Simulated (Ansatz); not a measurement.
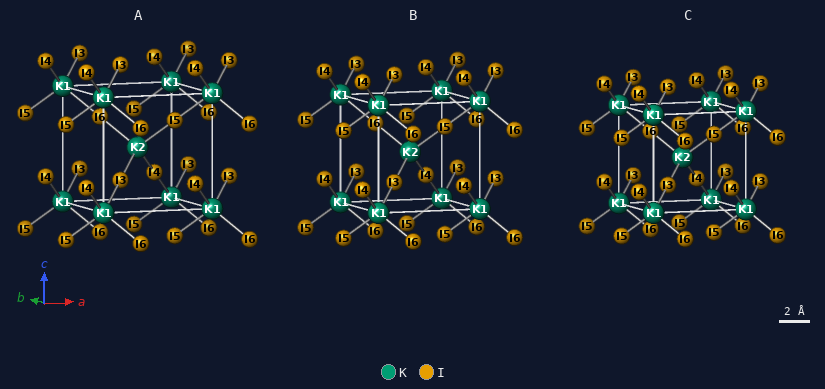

3 geometries from one relaxation of crystalline KI2 (a generated structure, set up in Pn-3m) (coarse preliminary run), in shuffled order. A ball-and-stick model of the cell of the calculation, seen slightly off an axis.

Theory: DFT PBE, scalar-relativistic, plane waves, PAW (Ansatz). Set-up: plane-wave cutoff 420 eV; k-point mesh 4 × 4 × 4; occupations gaussian; smearing width 0.1 eV; no spin polarisation; cell and atoms relaxed; force threshold 0.04 eV/Å; at most 70 steps.

Q: Put them in the order of the run, from the start to the converged end.

A: C, B, A. They are steps 0, 2, 7, at +373 meV per atom, +56.9 meV per atom relative to the last. The atoms keep their places relative to the cell (all moves are under 0.005 Å). The volume changes by +63.2 %, with a = b = c 6.690 → 7.877 Å (+17.7 %). Some distances before and after: K1–I3 2.897 → 3.411 Å. The space group stays Pn-3m (No. 224). Over 5 accepted moves (7 points after the start) the energy falls by 373 meV per atom. All forces vanish by symmetry, so only the cell relaxes. The pressure goes from 5.99 to 0.04 GPa. At 2 points the geometry stayed and the basis and grid were re-selected for the new cell (energy shift of 12.2 meV per atom at most each time). The run took 2 min on 1 thread of Arm Neoverse V1, with other jobs on the host, peak memory 0.66 GiB.
